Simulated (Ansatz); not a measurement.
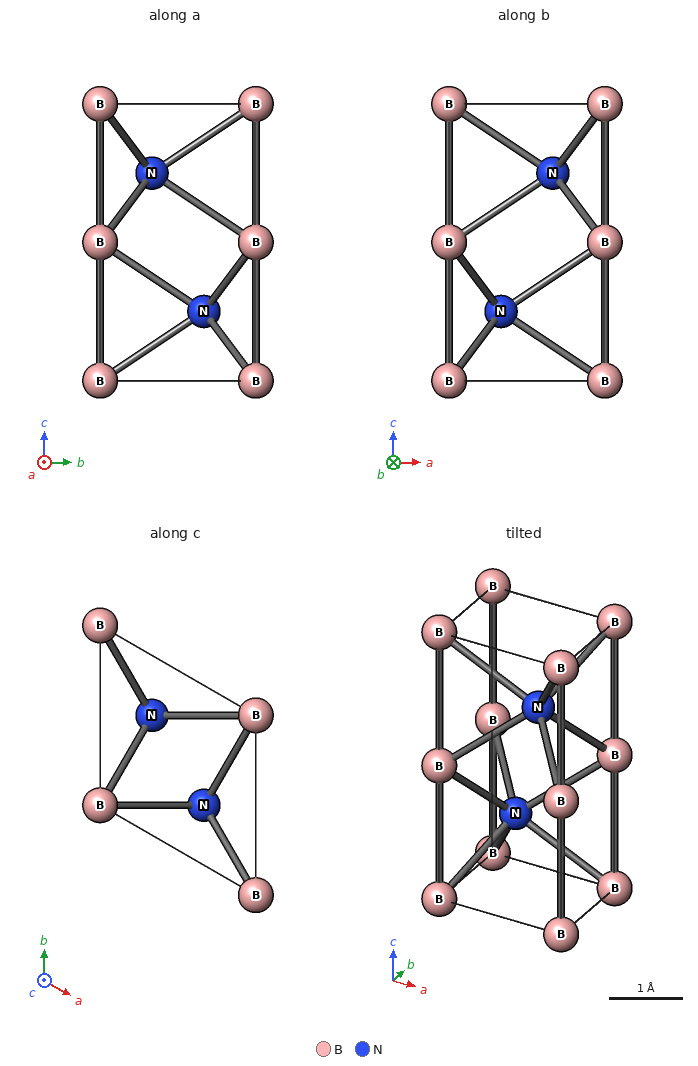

The figure gives a ball-and-stick picture of the atoms, viewed along the a axis, along the b axis, along the c axis and slightly off an axis. The edges of the conventional unit cell are marked.

Lattice parameters: a = 2.491 Å, b = 2.491 Å, c = 3.835 Å, α = 90.00°, β = 90.00°, γ = 120.00°.

> Set out the cell and atoms as a table of Wyckoff sites.

Space group P6_3/mmc (No. 194).
```csv
atom,site,x,y,z
B,2a,0.0000,0.0000,0.0000
N,2c,0.3333,0.6667,0.2500
```

Starting structure: a structure type filled with these elements by a generator (whether the compound takes this form wasn't checked). The cell was then strained or its atoms displaced on purpose. It went into a calculation with Ansatz.

At this level of theory the cell isn't at rest (compressed, at 20 GPa), so its distances can differ from those at equilibrium, the more so the softer the solid.
